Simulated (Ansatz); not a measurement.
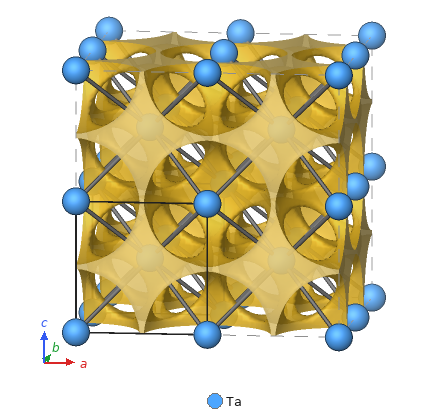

The yellow surface encloses the points that the centre of a probe sphere of radius 0.10 Å can occupy in Ta (Im-3m), computed on a grid of about 0.14 Å (2×2×2 cells shown, view from a free direction; pale faces close the region where the box cuts it).

Atoms are hard spheres with metallic radii: Ta 1.46 Å.

The cell is taken from the end point of a relaxation with DFT PBEsol, scalar-relativistic, plane waves, PAW in Ansatz.

```cif
data_structure
_symmetry_space_group_name_H-M 'P 1'
_symmetry_Int_Tables_number 1
_cell_length_a 3.2808
_cell_length_b 3.2808
_cell_length_c 3.2808
_cell_angle_alpha 90.000
_cell_angle_beta 90.000
_cell_angle_gamma 90.000
_cell_volume 35.31
loop_
_atom_site_label
_atom_site_type_symbol
_atom_site_fract_x
_atom_site_fract_y
_atom_site_fract_z
_atom_site_occupancy
Ta1 Ta 0.00000 0.00000 0.00000 1
Ta2 Ta 0.50000 0.50000 0.50000 1
```

> Do these regions connect?

Where they connect, they form a three-dimensional network.

> What share of the cell can the probe's centre reach?

About 14 % of the volume (5 Å³ of 35.3 Å³).

> Give the largest included and the largest free sphere.

The largest sphere that fits anywhere has a diameter of 0.75 Å; the largest that can travel through the crystal, about 0.6 Å.

> How does the connectivity change as the probe shrinks?

Below a radius of about 0.28 Å the space forms a three-dimensional network. These are grid estimates, good to about 0.05 Å.
